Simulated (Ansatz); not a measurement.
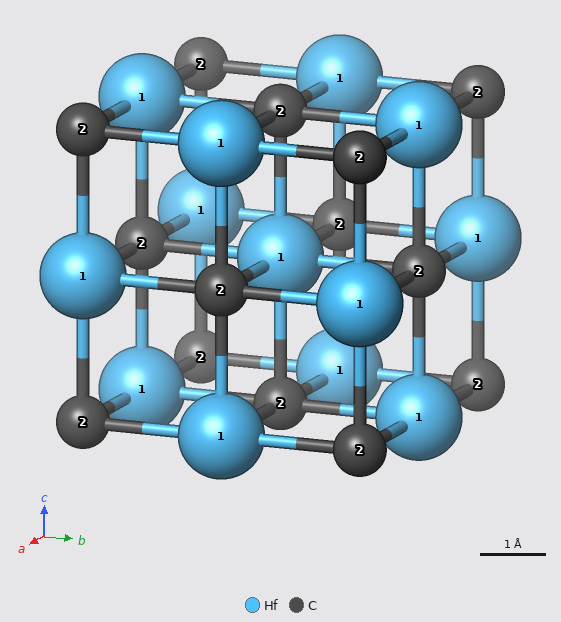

Fig. 1: The structure (ball-and-stick view of the cell 4 times as large as that of the calculation, set on its symmetry axes, seen slightly off an axis; atoms are numbered from 1 in the order of the input). An atom can appear more than once, as a periodic image.

## Band-structure calculation of HfC

The run: band-structure calculation of HfC (Fm-3m, 2 atoms in the cell). Method and program: DFT, LDA, PAW with Ansatz's default frozen-core files, scalar-relativistic, no spin polarisation (Ansatz 0.2.0).

The structure derives from an entry of the Crystallography Open Database. It belongs to a series of runs on one base structure; here: functional lda, PAW files. Figures and captions count atoms from 1; the log counts them from 0 in places.

### Input
```yaml
crystal:
  lattice:
    - [0.0, 2.325, 2.325]
    - [2.325, 0.0, 2.325]
    - [2.325, 2.325, 0.0]
  atoms:
    - { symbol: Hf, position: [0.5, 0.5, 0.5] }
    - { symbol: C, position: [0.0, 0.0, 0.0] }
kpoints:
  mp_grid: { grid: [15, 15, 15] }
  band_path:
    path:
      - [0.0, 0.0, 0.0]
      - [0.5, 0.0, 0.5]
      - [0.625, 0.25, 0.625]
      - [0.375, 0.375, 0.75]
      - [0.0, 0.0, 0.0]
      - [0.5, 0.5, 0.5]
      - [0.5, 0.25, 0.75]
      - [0.5, 0.0, 0.5]
    npoints: 5
scf:
  occupations: { method: fermi_dirac, width: 0.05 }
hamiltonian:
  xc: lda
  pseudopotentials: { kind: paw }
output:
  forces: true
  stress: true
  eigenvalues: true
  efg: { contact_densities: true }
  write_density: true
  write_potential: true
  elf: true
  volumetric_format: npy
```

Command:
```bash
ansatz run input.yaml --threads 1 --pin off --max-ram 2048MiB --backend cpu --events-out ev --progress --plain --runs-dir out
```

### The program's output
```
Hf: output.efg is read without spin–orbit coupling, which moves field gradients at and beside such atoms by some per cent and up to a factor of two; PAW files take it under magnetization.noncollinear and magnetization.spin_orbit
Engine: ansatz 0.2.0, x86_64-unknown-linux-gnu
Pseudopotentials: kind: paw
Pseudopotential: Hf, paw, valence charge 26, recommended cutoff 420 eV (normal), Hf.paw.azcp
Pseudopotential: C, paw, valence charge 4, recommended cutoff 420 eV (normal), C.paw.azcp
Functional definition: SPW92
  exchange = slater_x
  correlation = pw_c
Crystal: 2 atoms, lattice volume = 25.136 Å³
Basis set: ecut = 420 eV, 531 PW (Γ)
Bands: 19, of which v1, the nominal top of the filled ones, is band 15 counted from 1 (14 counted from 0)
Symmetry: 48 space group operations
Space group: Fm-3m (ITA 225), of the structure as read, at distance tolerance 2.9e-5 Å
k-points: 120 of 3375
Non-local potential: Hf, projectors of the file, l = 0: 3, l = 1: 2, l = 2: 2, l = 3: 3
Non-local potential: C, projectors of the file, l = 0: 2, l = 1: 2, l = 2: 1
PAW form: soft (Blöchl's): semilocal exchange-correlation on the pseudo side does not see the compensation charge
PAW frozen core: Hf, regenerated for the run's functional, and the local potential with it (the file was generated under x = pbe(κ = 0.804, μ = 0.2195149727645171), c = pbe(β = 0.06672455060314922))
PAW frozen core: C, regenerated for the run's functional, and the local potential with it (the file was generated under x = pbe(κ = 0.804, μ = 0.2195149727645171), c = pbe(β = 0.06672455060314922))
PAW one-centre angular grid: Hf, 590 points (default); XC on 64 Gauss nodes
PAW one-centre angular grid: C, 110 points (default); XC on 64 Gauss nodes
Initial density: superposition of atomic densities (neutral atoms: chi_scale 0, normalization atom), corrected by the library's trained network
Initial wavefunctions: pseudopotential atomic-orbital guess
Functional: x = slater, c = lda
SCF iter   1: F=—  HF=-15721.835795 eV  |F-HF|=—  |Δ(HF+E_count)|=         —  Δρ=8.31e-3  dr2=2.11e-2  ethr=1.77e-3  ⟨swp⟩=5.1  Hψ=9474  notcnv=0
preconditioner: auto → Kerker (q_TF=auto, 2.810 Å⁻¹)  [metal: Δε(μ)=0.009 eV  Ē_g=18.114 eV  σ=0.050 eV  W_gap=0.04  n_scr=14 (ndim 8)  ℏωp=39.2 eV  f_vac=0.000  D(μ)=0.41/eV (n_scr^D=0)]
SCF iter   2: F=—  HF=-15721.831215 eV  |F-HF|=—  |Δ(HF+E_count)|=   4.58e-3  Δρ=3.63e-3  dr2=2.39e-3  ethr=7.04e-5  ⟨swp⟩=2.0  Hψ=3634  notcnv=0
SCF iter   3: F=—  HF=-15721.830784 eV  |F-HF|=—  |Δ(HF+E_count)|=   4.31e-4  Δρ=1.50e-3  dr2=3.56e-4  ethr=7.98e-6  ⟨swp⟩=2.0  Hψ=3524  notcnv=0
SCF iter   4: F=—  HF=-15721.830570 eV  |F-HF|=—  |Δ(HF+E_count)|=   2.14e-4  Δρ=8.83e-4  dr2=8.73e-5  ethr=1.19e-6  ⟨swp⟩=2.1  Hψ=3660  notcnv=0
SCF iter   5: F=—  HF=-15721.830563 eV  |F-HF|=—  |Δ(HF+E_count)|=   6.41e-6  Δρ=1.60e-4  dr2=2.73e-6  ethr=2.91e-7  ⟨swp⟩=2.1  Hψ=4112  notcnv=0
SCF iter   6: F=—  HF=-15721.830561 eV  |F-HF|=—  |Δ(HF+E_count)|=   2.88e-6  Δρ=3.48e-5  dr2=2.39e-7  ethr=9.08e-9  ⟨swp⟩=3.2  Hψ=4805  notcnv=0
SCF iter   7: F=—  HF=-15721.830560 eV  |F-HF|=—  |Δ(HF+E_count)|=   4.59e-7  Δρ=1.59e-5  dr2=4.80e-8  ethr=3.33e-10  ⟨swp⟩=10.4  Hψ=17678  notcnv=0
SCF iter   8: F=-15721.830560 eV  HF=-15721.830560 eV  |F-HF|=2.41e-8  |Δ(HF+E_count)|=   4.44e-8  Δρ=6.07e-6  dr2=6.29e-9  ethr=1.60e-10  ⟨swp⟩=9.2  Hψ=15656  notcnv=0
SCF 1 converged in 8 iterations: F = -15721.830560 eV  dr2 = 6.29e-9
  greatest PAW one-centre occupation: 0.998 electrons in one spin orbital (limit 2), on the Hf atom at site 0 (counted from 0), in its partial waves of l = 3
```

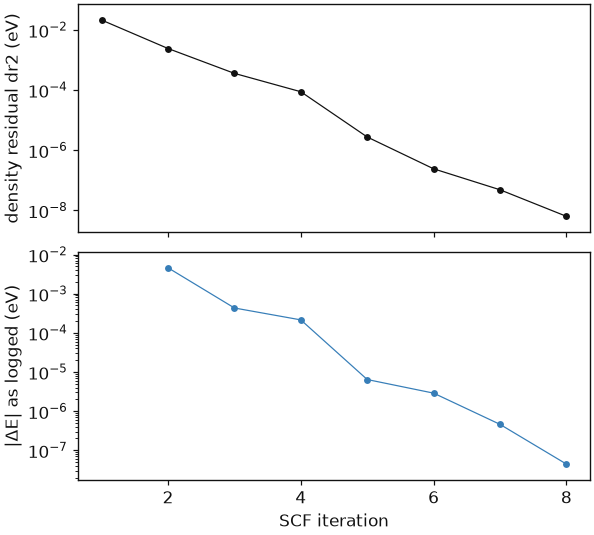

Fig. 2: Convergence of the self-consistent field: density residual dr2 and size of the energy change against the SCF iteration. The residual falls at every step.

```
NSCF: frozen V_eff on 36 k-points
SCF converged after 8 iterations
Free energy (F): -15721.830560 eV
Harris-Foulkes:  -15721.830560 eV  (|F-HF|=2.41e-8)
Internal energy: -15721.827403 eV  (E = F + TS)
E sigma→0 (E₀):  -15721.828981 eV
Entropy (-TS):   -0.003157 eV (-1.579 meV/atom)
Fermi energy:    19.758781 eV
--- Per-component energies (eV) ---
  E_band       = 101.515618
  E_kinetic    = 511.399594
  E_local      = -5003.460670  (includes V_loc(G=0)·N_el)
  E_nonlocal   = -1204.535575
  E_hartree    = 2358.698208
  E_xc         = -345.857192
  E_vxc        = -326.739154  (∫ρ·V_xc dr)
  E_paw        = -6777.151380  (= ΣΔE_a)
  E_vpaw       = 1407.461541  (= ΣTr[D̂ρ^β])
  E_aug_tail   = 0.000007  (compensation charges beyond the density's cutoff)
  E_ewald      = -5263.440471
  E_core_change = 2.520075  (= ΣΔE_core)
  E_smearing   = -0.003157  (= −TS)
  E_closure    = 0.000000  (closes the sum)
  Σ components = -15721.830560   (vs F -15721.830560, Δ=0.00e0)
--- Forces (eV/Å), atoms counted from 1 ---
  atom   1  Hf     0.00000000    -0.00000000    -0.00000000
  atom   2  C     -0.00000000     0.00000000     0.00000000
  max |Σ_I F_I| component: 9.03e-29 eV/Å
--- Stress (GPa, compression-positive) ---
      -11.906516       0.000000       0.000000
       -0.000000     -11.906516       0.000000
       -0.000000       0.000000     -11.906516
  P = ⅓ Tr σ = -11.9065 GPa (-119.065 kbar)
--- PAW observables at the nuclei: V_zz in 10²¹ V/m², potentials from the cell's mean, atoms counted from 1 ---
  atom   1  Hf V_zz =    -0.000000   η = 0.0000   by run symmetry: forbidden
            electrostatic potential = -14184.824014 V   contact ρ = 7500164.700100 e/Å³
  atom   2  C  V_zz =    +0.000000   η = 0.0000   by run symmetry: forbidden
            electrostatic potential = -427.383369 V   contact ρ = 852.696597 e/Å³
--- Band table (eV; the first three rows and the last of 120) ---
  k-point 0: bands = ["-41.3195", "-9.7777", "-9.7777", "-9.7777", "7.5916", "8.6603", "8.6705", "8.6705", "8.6705", "8.7507", "8.7507", "8.7507", "20.8457", "20.8457", "20.8457", "21.0549", "21.0549", "21.0549", "23.0735"]
  k-point 1: bands = ["-41.3178", "-9.8092", "-9.7808", "-9.7808", "7.7011", "8.6620", "8.6731", "8.6731", "8.6734", "8.7482", "8.7482", "8.7508", "19.9784", "20.2420", "20.2420", "21.3135", "21.3135", "21.6524", "23.6468"]
  k-point 2: bands = ["-41.3128", "-9.8970", "-9.7893", "-9.7893", "8.0114", "8.6667", "8.6805", "8.6805", "8.6902", "8.7414", "8.7414", "8.7511", "18.8504", "19.3722", "19.3722", "21.6795", "21.6795", "22.0983", "24.8224"]
  k-point 119: bands = ["-41.2655", "-10.2130", "-10.1869", "-10.0140", "8.6604", "8.6917", "8.6990", "8.7018", "8.7178", "8.7263", "8.7274", "10.3623", "16.5733", "17.0692", "17.2684", "23.0274", "23.7152", "26.3509", "26.8627"]
```

### File rho_z.tsv
```
# z_ang	rho[e/angstrom^3]
# format = ansatz-planar-average/11
# lattice	0.000000000	2.325000000	2.325000000
# lattice	2.325000000	0.000000000	2.325000000
# lattice	2.325000000	2.325000000	0.000000000
# sites	2
# site	72	2.325000000	2.325000000	2.325000000
# site	6	0.000000000	0.000000000	0.000000000
0.000000	4.892062e-1
0.137002	4.860560e-1
0.274004	4.779485e-1
0.411006	4.717660e-1
0.548008	4.852030e-1
0.685010	5.488702e-1
0.822012	7.020316e-1
0.959014	9.797455e-1
1.096016	1.391058e0
1.233017	1.896357e0
1.370019	2.400916e0
1.507021	2.778205e0
1.644023	2.918479e0
1.781025	2.778205e0
1.918027	2.400916e0
2.055029	1.896357e0
2.192031	1.391058e0
2.329033	9.797455e-1
2.466035	7.020316e-1
2.603037	5.488702e-1
2.740039	4.852030e-1
2.877041	4.717660e-1
3.014043	4.779485e-1
3.151045	4.860560e-1
```

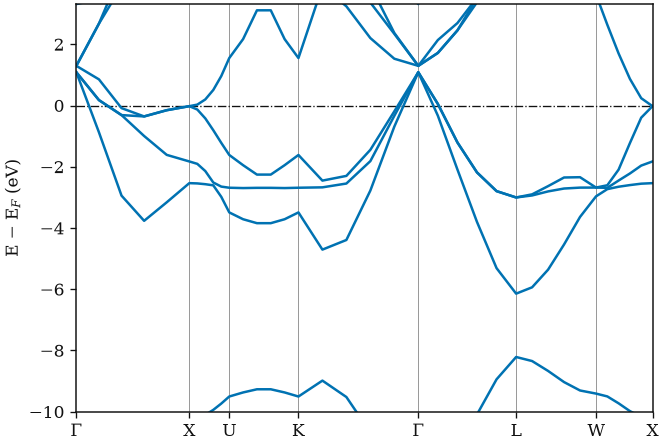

Fig. 3: Band structure along Γ–X–U–K–Γ–L–W–X, with energies from the Fermi level. Bands cross the Fermi level: a metal at this level of theory.

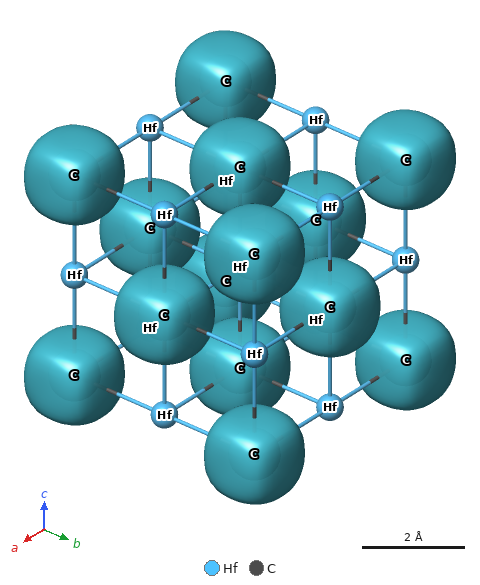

Fig. 4: Isosurface of the electron localisation function at 0.7 (cyan), seen at an oblique angle. Core shells and regions of very low density are left out. Sticks mark near contacts. The outline is the cell set on symmetry axes. Along the contacts the grid gives the following. Hf–C (2.33 Å): the ELF is about 0.25 at the midpoint; no shared pair; the contact is polar. Core electrons are frozen (PAW), so the fields are smoothed inside the atomic spheres.

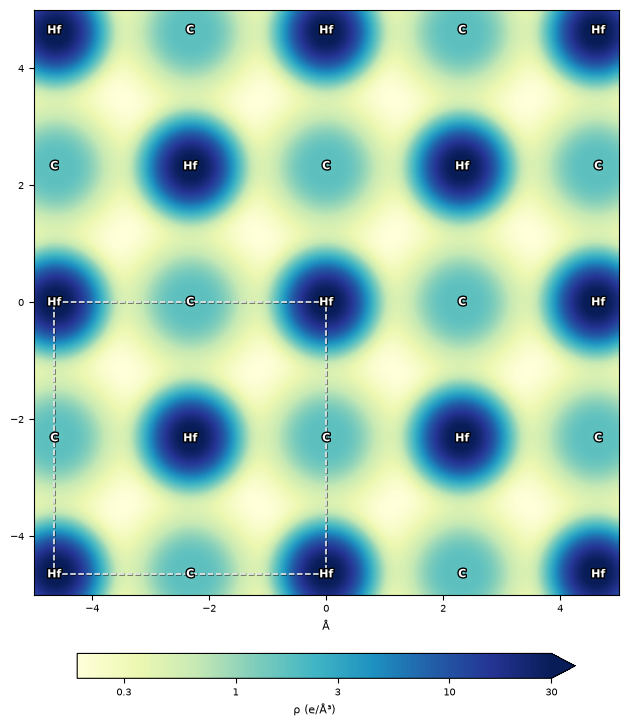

Fig. 5: Valence pseudo-density on the (010) plane of the conventional cell. Atoms in the plane: Hf and C. Hf–C (2.32 Å): the density is about 0.5 e/Å³ at the midpoint. Away from the nuclei the density in this plane falls to 0.18 e/Å³ at its lowest.

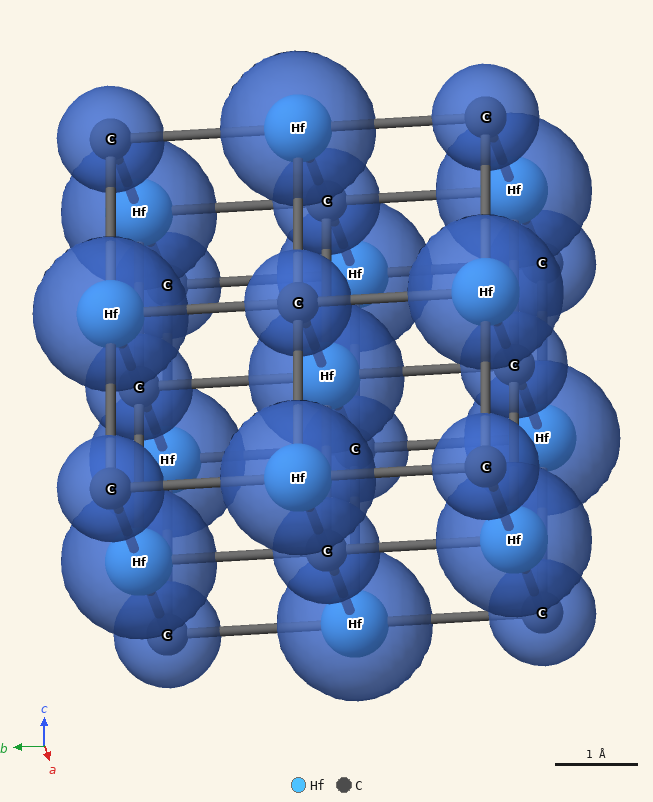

Fig. 6: Isosurface of the valence electron density at 1 e/Å³ (blue), seen at an oblique angle. Sticks mark near contacts. The outline is the cell set on symmetry axes. At this value the density breaks into separate islands; it holds about 75 % of the electrons treated as valence (semicore included). It is pinched off along the Hf–C (2.33 Å) contacts. On the grid the lowest density along these lines, outside the cores, is 0.48 e/Å³ (Hf–C, 2.33 Å).

### Results in brief

- outcome: converged
- space group (tolerance 0.01 Å): Fm-3m (225)
- electrons treated: 30
- free energy: −15721.8306 eV
- Fermi energy: 19.759 eV
- pressure: −11.91 GPa
- field gradient V_zz (10²¹ V/m²): zero at all sites
- electronic character: metal
- largest force (length of the vector): under 0.001 eV/Å
- hardware: 1 thread of AMD EPYC (Zen 5), 32 GiB of memory available, shared host
- wall time: 2.7 s
- peak memory: 0.47 GiB

The program warns: the field gradients leave out spin–orbit coupling. Spin–orbit coupling is left out, which matters for Hf. The cell is under a tension of 11.9 GPa at this level, so it is not at its equilibrium volume.
